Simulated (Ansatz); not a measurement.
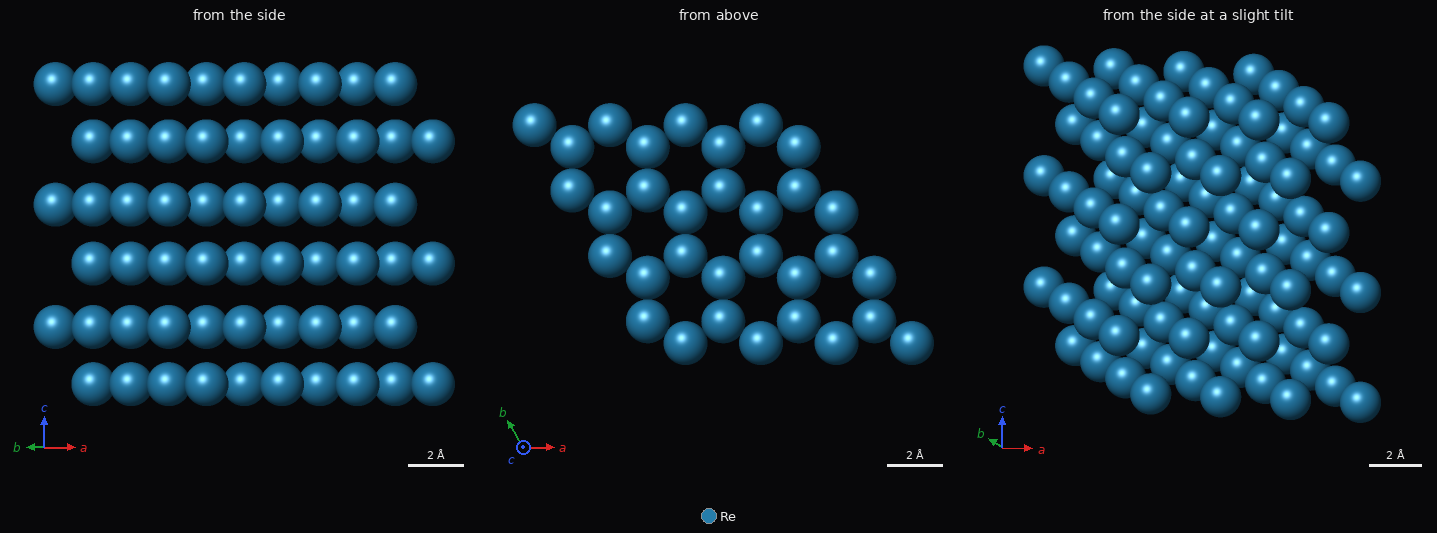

A spheres-only picture of a periodic slab, seen from the side, from above and from the side at a slight tilt. The surface normal points up in side views; the vacuum is left out. 4×4 cells are drawn in the plane, with atoms at the edges repeated.

The cell holds 6 Re. The slab was cut from bulk Re (P6_3/mmc).

**Read the thickness off the scale bar.**

About 11 Å from the lowest to the highest atom.

**Write the layer sequence, upper face first.**

Six planes: Re / Re / Re / Re / Re / Re.

**Which (hkl) is this?**

(0 0 1).

Theory: DFT PBEsol, scalar-relativistic, plane waves, PAW in Ansatz. Numerical settings: plane waves up to 420 eV, k-grid 15×15×1, Gaussian smearing of 0.1 eV, no spin polarisation.

**Give the work function of each face.**

5.02 eV on both faces.

The model was built from a structure listed in the Materials Project, from which a slab was cut. The atoms were relaxed in a fixed cell with DFT PBEsol, scalar-relativistic, plane waves, PAW (Ansatz).
